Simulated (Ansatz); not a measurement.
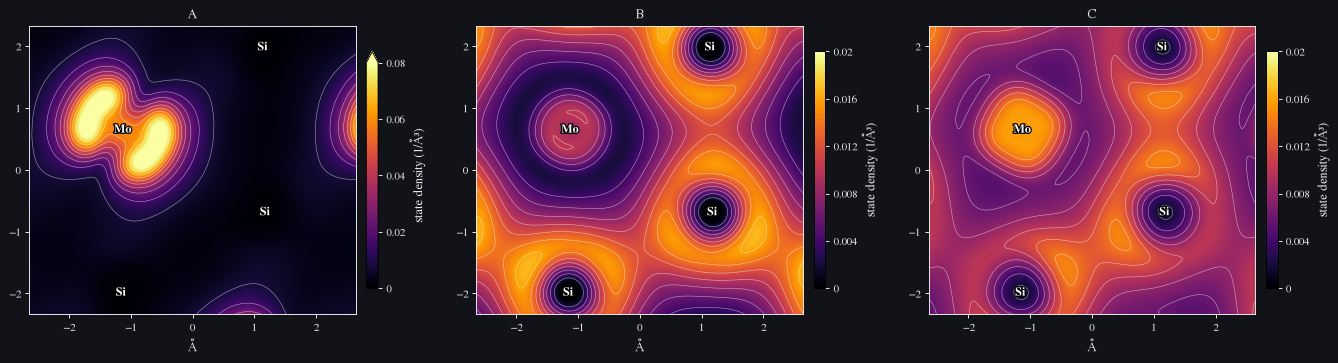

Si2Mo: densities of the states in three energy windows, on the (001) plane of the conventional cell.

Space group P6_222; the calculation finds a residual pressure of about 4 GPa at this fixed cell. The cell comes from a database of computed structures, not from a measurement.

The calculation used DFT PBE, scalar-relativistic, plane waves, PAW in Ansatz 0.2.0.

In a PAW calculation such maps are meaningful between the atoms, not at the nuclei.

> Match the panels to the energy ranges (zero at the valence-band maximum): −14.0 to −9.3 eV, −9.3 to −4.6 eV and −0.6 to 0.0 eV.

Panel A: −0.6 to 0.0 eV, the top of the valence band, mainly Mo 4d (85 %) and Si 3p (10 %).
Panel B: −14.0 to −9.3 eV, the lower third of the upper valence band, mainly Si 3s (45 %), Si 3p (30 %) and Mo 4d (10 %).
Panel C: −9.3 to −4.6 eV, the middle third of the upper valence band, mainly Si 3p (45 %), Mo 4d (25 %) and Si 3s (20 %).
The characters are Löwdin shares on a minimal set of atomic orbitals.
